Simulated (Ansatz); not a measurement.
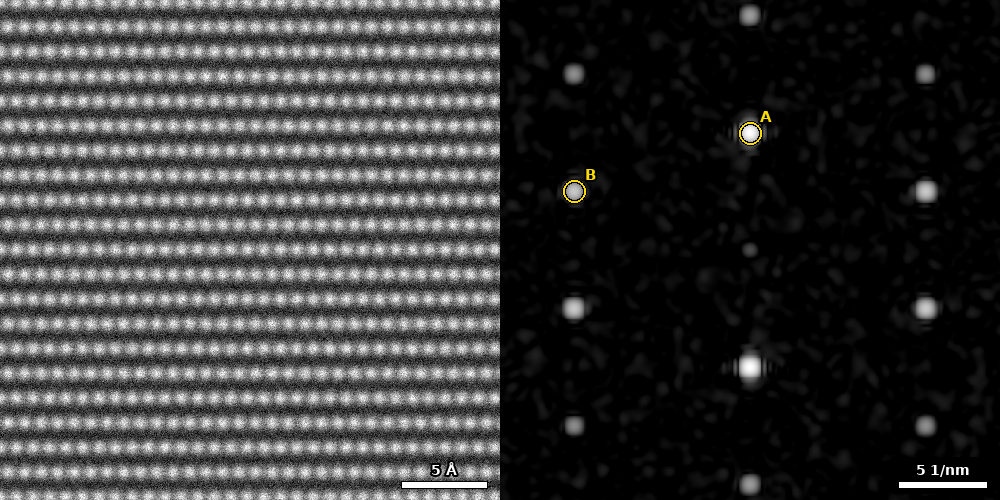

iDPC-like image of a crystal. Simulated as the projected potential of neutral atoms (B = 0.5 Å²) blurred by a 0.50 Å probe, the thin-sample limit of integrated differential phase contrast. The display is stretched by a gamma of 0.8; percentages refer to the linear signal. Shot noise was added.

The right panel is the modulus of the image's Fourier transform on a logarithmic scale.

Which lattice spacings do the marked spots stand for, and what angle do A and B enclose?

A: 1.5 Å, B: 0.9 Å; A and B enclose about 72°.

The crystal is Ge (Fm-3m, No. 225) along [221]; the spots are (-2 2 0) and (-2 0 4). Structure used: coordinates from a relaxation with DFT, PBEsol, plane waves (420 eV) with PAW, scalar-relativistic in Ansatz 0.2.0; the starting structure was generated, so it need not be a known form of this composition.
